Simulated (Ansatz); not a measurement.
**Where Hf_Zn puts its levels in the gap of KZnF3 (Pm-3m)**

Charge states of Hf_Zn in KZnF3 (Pm-3m), set against the band edges. Model: a cell of 40 host atoms with 1 Zn taken out and 1 Hf put in.

Main program and level: Ansatz 0.2.0; place-levels on PBEsol runs: charge-transition levels and formation energies with image-charge correction and potential alignment at the atomic sites.

### Step 1. Starting point

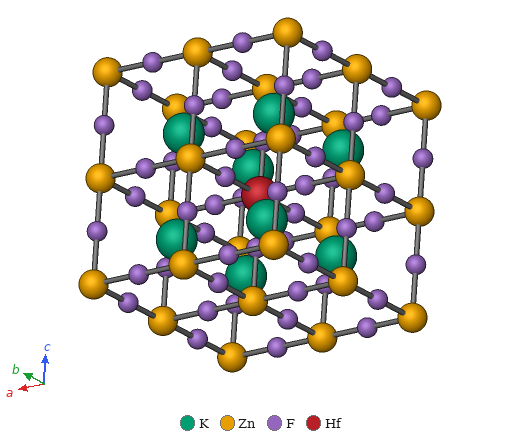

The cell as given, from a free direction (potassium teal, zinc orange, fluorine purple, hafnium red). Some periodic images of atoms are drawn too.

The cell holds 40 atoms: 8 K, 7 Zn, 24 F and 1 Hf. Its edges and angles: a = 8.104 Å, b = 8.104 Å, c = 8.104 Å, α = 90.0°, β = 90.0°, γ = 90.0°. It derives from KZnF3 (space group Pm-3m). Nearest the centre at fractional (0.750, 0.250, 0.250): Hf22 at 0.00 Å, F23 at 2.03 Å, F3 at 2.03 Å, F24 at 2.03 Å, F25 at 2.03 Å, F34 at 2.03 Å, F30 at 2.03 Å, K26 at 3.51 Å.

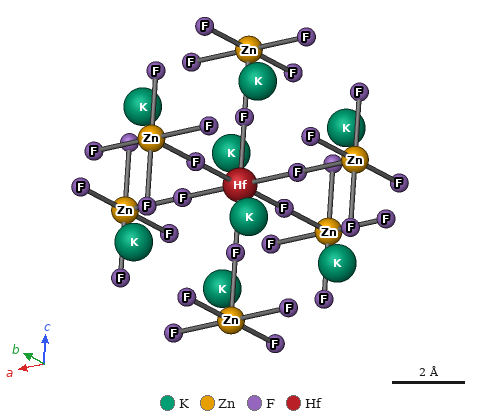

The atoms within 5 Å of the centre.

Structure file:

```xyz
40
Lattice="8.1038 0.0000 0.0000 0.0000 8.1038 0.0000 0.0000 0.0000 8.1038" Properties=species:S:1:pos:R:3 pbc="T T T"
K     0.0000    0.0000    0.0000
Zn    2.0260    2.0260    2.0260
F     0.0000    2.0260    2.0260
F     2.0260    0.0000    2.0260
F     2.0260    2.0260    0.0000
K     0.0000    0.0000    4.0519
Zn    2.0260    2.0260    6.0779
F     0.0000    2.0260    6.0779
F     2.0260    0.0000    6.0779
F     2.0260    2.0260    4.0519
K     0.0000    4.0519    0.0000
Zn    2.0260    6.0779    2.0260
F     0.0000    6.0779    2.0260
F     2.0260    4.0519    2.0260
F     2.0260    6.0779    0.0000
K     0.0000    4.0519    4.0519
Zn    2.0260    6.0779    6.0779
F     0.0000    6.0779    6.0779
F     2.0260    4.0519    6.0779
F     2.0260    6.0779    4.0519
K     4.0519    0.0000    0.0000
Hf    6.0779    2.0260    2.0260
F     4.0519    2.0260    2.0260
F     6.0779    0.0000    2.0260
F     6.0779    2.0260    0.0000
K     4.0519    0.0000    4.0519
Zn    6.0779    2.0260    6.0779
F     4.0519    2.0260    6.0779
F     6.0779    0.0000    6.0779
F     6.0779    2.0260    4.0519
K     4.0519    4.0519    0.0000
Zn    6.0779    6.0779    2.0260
F     4.0519    6.0779    2.0260
F     6.0779    4.0519    2.0260
F     6.0779    6.0779    0.0000
K     4.0519    4.0519    4.0519
Zn    6.0779    6.0779    6.0779
F     4.0519    6.0779    6.0779
F     6.0779    4.0519    6.0779
F     6.0779    6.0779    4.0519
```

Known beforehand: the electronic dielectric constant, 2.43, and the static one, 9.94, computed on the host (DFPT, PBEsol).

The cell's shortest repeat is 8.1 Å.

### Step 2. What was run first

Levels follow from differences of total energies between charge states, each relaxed by itself.

Each atom starts 0.03 Å or so off its site in a random direction: a symmetric start keeps its symmetry, and would miss off-centre moves and Jahn–Teller distortions. Forces are taken at one point at (¼, ¼, ¼). The cell holds 1 electron fewer than the neutral one, with a uniform background that keeps it neutral on the whole. The electron count is odd, so at least one spin is unpaired; this run locks the moment at 1 μB.

One state's input; the others differ in charge, spin, start and seed, and in occupations where the table says so.

Input file qp1_M1.relax/input.yaml:

```yaml
crystal:
  lattice:
    - [4.0519145, 0.0, 0.0]
    - [0.0, 4.0519145, 0.0]
    - [0.0, 0.0, 4.0519145]
  atoms:
    - { symbol: K, position: [0.0, 0.0, 0.0] }
    - { symbol: Zn, position: [0.5, 0.5, 0.5] }
    - { symbol: F, position: [0.0, 0.5, 0.5] }
    - { symbol: F, position: [0.5, 0.0, 0.5] }
    - { symbol: F, position: [0.5, 0.5, 0.0] }
  supercell: [2, 2, 2]
  defects: [{ substitution: { at: 21, symbol: Hf } }]
total_charge: 1
basis:
  ecutwfc: 420
  xc_grid: 2
hamiltonian:
  xc: pbesol
kpoints:
  mp_grid: { grid: [1, 1, 1], shift: [0.25, 0.25, 0.25] }
magnetization:
  spin_polarized: true
  initial_magnetization: 1
  spin_locking: { lock_magnetization: hard }
scf:
  occupations: { method: fixed }
  max_iter: 100
output:
  forces: true
  charged_corrections: { epsilon: 2.43, static_epsilon: 9.94 }
relax:
  f_tol: 0.02
  max_steps: 80
  random_displacement: { amplitude: 0.03, seed: 9065 }
checkpoint:
  write: "../qp1_M1.relax.run"
  compress: false
  write_wavefunctions: true
  write_every: 100000
```

Launch:

```console
ansatz run input.yaml --threads 2 --pin off --max-ram 3768MiB --backend cpu --events-out ev --progress --plain --runs-dir out
```

The run of this state that the levels use, under PBEsol:

Input file qp1_M1.point/input.yaml:

```yaml
crystal:
  checkpoint: "../qp1_M1.relax.run"
  host: checkpoint
total_charge: 1
basis:
  ecutwfc: 420
  xc_grid: 2
hamiltonian:
  xc: pbesol
kpoints:
  mp_grid: { grid: [1, 1, 1], shift: [0.25, 0.25, 0.25] }
magnetization:
  spin_polarized: true
  initial_magnetization: 1
  spin_locking: { lock_magnetization: hard }
scf:
  occupations: { method: fermi_dirac, width: 0.01 }
  max_iter: 100
output:
  forces: true
  eigenvalues: true
  charged_corrections:
    epsilon: 2.43
    static_epsilon: 9.94
    defect_position: [0.75, 0.25, 0.25]
  eigenstates: { localisation: true }
  populations: true
  efg: {}
checkpoint:
  read: "../qp1_M1.relax.run"
  write: "../qp1_M1.point.run"
  compress: false
  write_wavefunctions: false
  write_every: 100000
```

Relaxations under PBEsol at one point at (¼, ¼, ¼); times on 2 threads of Arm Neoverse V2, shared host:

```tsv
charge	moment (μB)	occupations	outcome	steps	largest displacement against the far atoms (Å)	time
0	0	fixed	not converged	-	-	62 s
0	0	fermi-dirac	converged	11	0.54	1.8 min
+1	1	fixed	converged	16	0.45	4.9 min
+2	0	fixed	converged	13	0.29	1.8 min
```

Single points under PBEsol at one point at (¼, ¼, ¼); times on 2 threads of Arm Neoverse V2, shared host:

```tsv
charge	moment (μB)	occupations	outcome	time
0	0	fermi-dirac	converged	8 s
+1	1	fermi-dirac	converged	25 s
+2	0	fermi-dirac	converged	14 s
```

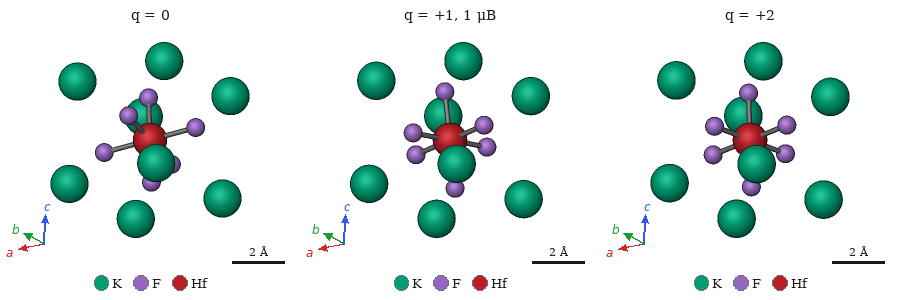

The structures near the centre after relaxation with PBEsol, by charge.

Distances (Å) from Hf22 to the nearest atoms after relaxation with PBEsol:

```tsv
charge	moment (μB)	1.	2.	3.	4.	5.	6.
0	0	F 1.98	F 1.99	F 1.99	F 1.99	F 1.99	F 1.99
+1	1	F 1.99	F 1.99	F 1.99	F 1.99	F 1.99	F 1.99
+2	0	F 1.98	F 1.98	F 1.98	F 1.98	F 1.99	F 1.99
```

### Step 3. place-levels, PBEsol

A charged cell interacts with its images and the background, and its potential has another zero than the host's. place-levels removes the first by a point-charge model, screened by the static dielectric constant since the ions have relaxed around the charge, and the second by comparing potentials at atoms far from the defect.

The host is a run of the defect-free crystal in the same cutoffs, grids and k-points, so that basis and sampling errors cancel in part in the differences. The host is run in a cell of 5 atoms on a matching mesh. Its band edges are searched through the zone by a band path, so the gap is smaller than, or equal to, that on the mesh. Chemical potentials are energies per atom of Zn (hcp) and Hf (hcp), run with the same functional and cutoff.

Input file levels.point.yaml:

```yaml
host:
  run: host.point.run
states: [q0.point.run, qp1_M1.point.run, qp2.point.run]
geometry_from:
  q0.point.run: q0.relax_smeared.run
  qp1_M1.point.run: qp1_M1.relax.run
  qp2.point.run: qp2.relax.run
chemical_potentials:
  Zn:
    energy: -3280.903852
    dataset: "<sha256 of the dataset>"
  Hf:
    energy: -15598.026498
    dataset: <sha256 of the dataset>
```

Launch:

```console
ansatz place-levels levels.point.yaml -- --threads 2 --pin off --max-ram 3768MiB
```

Numbers of over 12 decimals in the logs are rounded to 6 here.

Output:

```text
[... repeated set-up lines and file paths are left out, and long positions are rounded to six places ...]
(+2/+1) 3.776 eV above the valence edge (+3.954 eV without the band-filling correction), in the conduction band
(+1/0) 3.815 eV above the valence edge (+4.246 eV without the band-filling correction), in the conduction band
formation energy of charge +2: -8.350 eV with the Fermi level at the valence edge
formation energy of charge +1: -4.574 eV with the Fermi level at the valence edge
formation energy of charge 0: -0.759 eV with the Fermi level at the valence edge
  edges by pbesol, gap 3.709 eV; the host is sampled to repeats of 11.46 Å
  the defect's cells are sampled to repeats of 11.46 Å, like sampling
  charge +2: -69954.8355 eV with its correction of +2.193 eV, at epsilon 9.94, aligned at sites: +0.5891 eV, mean over 25 atomic sites at or beyond 4.05 Å from the defect at [0.7500, 0.2500, 0.2500], with +0.000000 for the charge's moments and without [...]
  charge +1: -69946.8111 eV with its correction of +0.933 eV, at epsilon 9.94, aligned at sites: +0.6797 eV, mean over 25 atomic sites at or beyond 4.05 Å from the defect at [0.7500, 0.2500, 0.2500], with +0.000000 for the charge's moments and without [...]
  charge 0: +0.000 eV for its dipole among its images, +0.000 omitted
  of states[2] (qp2.point.run): how wide its charge is, is not read beside other atoms or cores, and a band state would take no correction. [...]
  of states[1] (qp1_M1.point.run): how wide its charge is, is not read beside other atoms or cores, and a band state would take no correction. [...]
  of states[0] (q0.point.run): a band-filling correction moves a carrier to the host's band edge, which changes its energy by -0.608 eV; [...]
```

Elapsed: 0.13 s, on 2 threads of Arm Neoverse V2, shared host.

Under PBEsol the gap is 3.71 eV, (+2/+1) 3.78 (outside the gap) (with band filling), (+1/0) 3.82 (outside the gap) (with band filling) eV.

Levels between the charges placed, in eV above the valence top:

```tsv
	gap (eV)	(+2/+1)	(+1/0)
PBEsol	3.71	3.78	3.82
```

Corrections by state:

```tsv
charge	moment (μB)	image terms and alignment (eV)	band filling (eV)	ε used	over the lowest of its charge, as the program ranks them, band filling apart (eV)
+2	0.0	2.193	-	9.94	0.000
+1	1.0	0.933	-0.177	9.94	0.000
0	0.0	0.000	-0.608	-	0.000
```

From the program's caveats on the states, each cut to its opening words:

- charge +2, +1 (1 μB): how wide its charge is, is not read beside other atoms or cores, and a band state would take no correction
- charge +2: its alignment with the host at atomic sites is doubtful: the mean over the far sites moves by +0.1988 eV from their farther parts to their nearer, more than [...]
- charge +1 (1 μB): a band-filling correction moves a carrier to the host's band edge, which changes its energy by -0.177 eV
- charge +1 (1 μB): its alignment with the host at atomic sites is doubtful: the mean over the far sites moves by +0.1466 eV from their farther parts to their nearer, more than [...]
- charge +1 (1 μB): flagged: stability check not made
- charge 0: a band-filling correction moves a carrier to the host's band edge, which changes its energy by -0.608 eV
- charge 0: its alignment with the host at atomic sites is doubtful: the mean over the far sites moves by +0.0992 eV from their farther parts to their nearer, more than [...]

Chemical potentials of the elements' reference phases, run alike. Formation energy by charge state (elemental references; gap 3.71 eV):

```tsv
charge	at valence top (eV)	at conduction bottom (eV)	correction included (eV)
+2	-8.35	-0.93	2.19
+1	-4.57	-0.87	0.76
0	-0.76	-0.76	-0.61
```

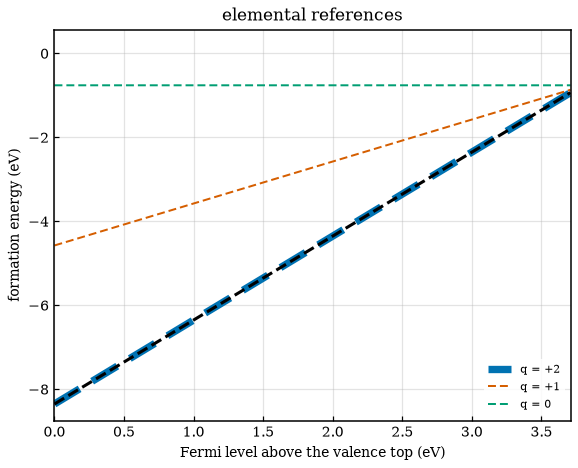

Formation energy against Fermi level; the thick line follows the lowest charge state.

The charge transition levels (eV, zero at the valence-band top of the host):

```tsv
	conduction bottom	valence top
Hf_Zn	3.71	0.00
```

```tsv
	level	energy (eV)
Hf_Zn	(+2/+1)	3.78
Hf_Zn	(+1/0)	3.82
```

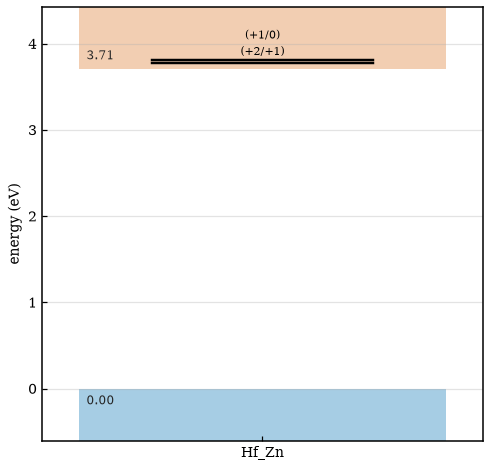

Charge transition levels. Shaded: valence and conduction bands.

### Step 4. Levels against the band edges, r2SCAN

r2SCAN on the same structure is run to see how far the result rests on the functional, though not on the errors that semilocal functionals share.

qp1_M1.r2scan/input.yaml, as its differences from qp1_M1.point/input.yaml of step 2:

```diff
@@ -5,6 +5,6 @@
 basis:
-  ecutwfc: 420
+  ecutwfc: 500
   xc_grid: 2
 hamiltonian:
-  xc: pbesol
+  xc: r2scan
 kpoints:
@@ -25,8 +25,4 @@
     defect_position: [0.75, 0.25, 0.25]
-  eigenstates: { localisation: true }
-  populations: true
-  efg: {}
 checkpoint:
-  read: "../qp1_M1.relax.run"
-  write: "../qp1_M1.point.run"
+  write: "../qp1_M1.r2scan.run"
   compress: false
```

It took 1.8 min on 2 threads; peak memory 1.9 GiB.

Input file levels.r2scan.yaml:

```yaml
host:
  run: host.r2scan.run
states: [q0.r2scan.run, qp1_M1.r2scan.run, qp2.r2scan.run]
geometry_from:
  q0.r2scan.run: q0.relax_smeared.run
  qp1_M1.r2scan.run: qp1_M1.relax.run
  qp2.r2scan.run: qp2.relax.run
chemical_potentials:
  Zn:
    energy: -3325.668103
    dataset: "<sha256 of the dataset>"
  Hf:
    energy: -15733.062138
    dataset: <sha256 of the dataset>
```

Launch:

```console
ansatz place-levels levels.r2scan.yaml -- --threads 2 --pin off --max-ram 3768MiB
```

Output:

```text
[...]
formation energy of charge +2: -8.917 eV with the Fermi level at the valence edge
formation energy of charge +1: -4.164 eV with the Fermi level at the valence edge
formation energy of charge 0: +0.626 eV with the Fermi level at the valence edge
  edges by r2scan, gap 4.625 eV; the host is sampled to repeats of 11.46 Å
[... the lines on each state left out ...]
```

The job ended after 0.13 s (2 threads).

Under r2SCAN the gap is 4.63 eV, (+2/+1) 4.75 (outside the gap) (with band filling), (+1/0) 4.79 (outside the gap) (with band filling) eV; the stage before (PBEsol) gave a gap of 3.71 eV and levels within 0.98 eV of these.

### Step 5. place-levels, PBE

PBE on the same structure is run to see how far the result rests on the functional, though not on the errors that semilocal functionals share.

qp1_M1.pbe/input.yaml, as its differences from qp1_M1.r2scan/input.yaml of step 4:

```diff
@@ -5,6 +5,6 @@
 basis:
-  ecutwfc: 500
+  ecutwfc: 420
   xc_grid: 2
 hamiltonian:
-  xc: r2scan
+  xc: pbe
 kpoints:
@@ -26,3 +26,4 @@
 checkpoint:
-  write: "../qp1_M1.r2scan.run"
+  read: "../qp1_M1.relax.run"
+  write: "../qp1_M1.pbe.run"
   compress: false
```

Elapsed: 26 s, on 2 threads; peak memory 1.4 GiB; 52 s of CPU time.

Input file levels.pbe.yaml:

```yaml
host:
  run: host.pbe.run
states: [q0.pbe.run, qp1_M1.pbe.run, qp2.pbe.run]
geometry_from:
  q0.pbe.run: q0.relax_smeared.run
  qp1_M1.pbe.run: qp1_M1.relax.run
  qp2.pbe.run: qp2.relax.run
chemical_potentials:
  Zn:
    energy: -3319.026071
    dataset: "<sha256 of the dataset>"
  Hf:
    energy: -15721.362976
    dataset: <sha256 of the dataset>
```

Launch:

```console
ansatz place-levels levels.pbe.yaml -- --threads 2 --pin off --max-ram 3768MiB
```

Output:

```text
[...]
formation energy of charge +2: -8.008 eV with the Fermi level at the valence edge
formation energy of charge +1: -4.127 eV with the Fermi level at the valence edge
formation energy of charge 0: -0.196 eV with the Fermi level at the valence edge
  edges by pbe, gap 3.859 eV; the host is sampled to repeats of 11.46 Å
[... the lines on each state left out ...]
```

Elapsed: 0.13 s, on 2 threads.

Under PBE the gap is 3.86 eV, (+2/+1) 3.88 (outside the gap) (with band filling), (+1/0) 3.93 (outside the gap) (with band filling) eV; the stage before (r2SCAN) gave a gap of 4.63 eV and levels within 0.87 eV of these.

### Step 6. Side by side

Levels between neighbouring charges, in eV above each run's own valence top:

```tsv
	gap (eV)	(+2/+1)	(+1/0)	CPU time a state at this stage (restarts are quicker than cold starts)
PBEsol, (¼, ¼, ¼)	3.71	3.78	3.82	30 s
r2SCAN on PBEsol structures, (¼, ¼, ¼)	4.63	4.75	4.79	1.7 min
PBE on PBEsol structures, (¼, ¼, ¼)	3.86	3.88	3.93	35 s
```

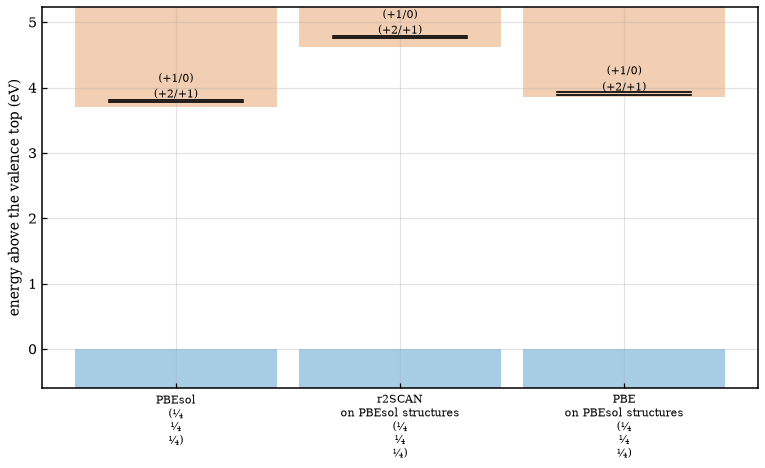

Levels between stable charges at each rung, each against its own band edges (shaded).

### Step 7. What came out

```
gap of the host                                                             : 3.71 eV (PBEsol)
level (plus 2/plus 1)                                                       : 3.78 eV above the valence top, past the conduction bottom (3.95 eV above the valence top without the band-filling term)
level (plus 1/0)                                                            : 3.82 eV above the valence top, past the conduction bottom (4.25 eV above the valence top without the band-filling term)
lowest of the charges placed, just above the valence top (0.02 eV)          : +2
lowest of the charges placed, just below the conduction bottom (0.02 eV)    : +2
lowest formation energy at mid-gap of the charges run, elemental references : -4.64 eV
```

In words: Of the charges placed (0, +1 and +2), +2 is the lowest from 0.02 eV above the valence top to 0.02 eV below the conduction bottom, a gap of 3.71 eV. Charges above +2 and below 0 were not placed, so these runs say nothing of levels that involve them. States placed: +2 at 0 μB; +1 at 1 μB; 0 at 0 μB. Other spin states or structures, where not listed, weren't placed. The program finds carriers beyond a band edge of the host and adds a band-filling term at charge 0 (-0.61 eV) and +1 (-0.18 eV); steps to such a charge show no bound level, and a defect level inside a band would be read the same way. Corrections reach 2.2 eV, so the cell is small for these charges and their levels are rough. Hf is taken at its element; compounds, which aren't counted here, bound the chemical potentials and would shift these formation energies. The lowest formation energy (elemental references) is negative across the gap, so the defect would form by itself: these chemical potentials lie beyond what competing compounds allow, or the host is unstable against it. Charge 0 ran without spin polarisation alone, with filled and empty levels under 1 eV apart; a triplet, if lower, would move its levels. The program doubts the alignment of potentials for at least one state, a sign that the cell is small. What this leaves open: one k-point off the zone centre stands for the whole zone; the images are only 8.1 Å apart; PBEsol makes the gap too small and tends to spread out bound carriers; where a gas molecule sets a chemical potential or the host's formation energy, its binding is uncorrected; spin–orbit coupling, which can matter with heavy atoms, is left out.

[Logs are printed without paths, hosts, clocks, repeated set-up lines and the standing remarks that a program may print on its own settings, such as how far it seeks lower states.]

[Hosts, paths, dates, database ids (printed as entryN), source tags and the programs' standing remarks are cut or masked in the printed files.]

[Where a table of states has a column of steps, it counts the stored structures, which are thinned; the runs took as many ionic steps or more.]

[A defect's name tells the site on which it was built; relaxed atoms can leave that site.]

[For some hosts the program warned that the k-mesh of the response run may be too coarse for force constants and the static dielectric constant; such warnings are not shown here.]
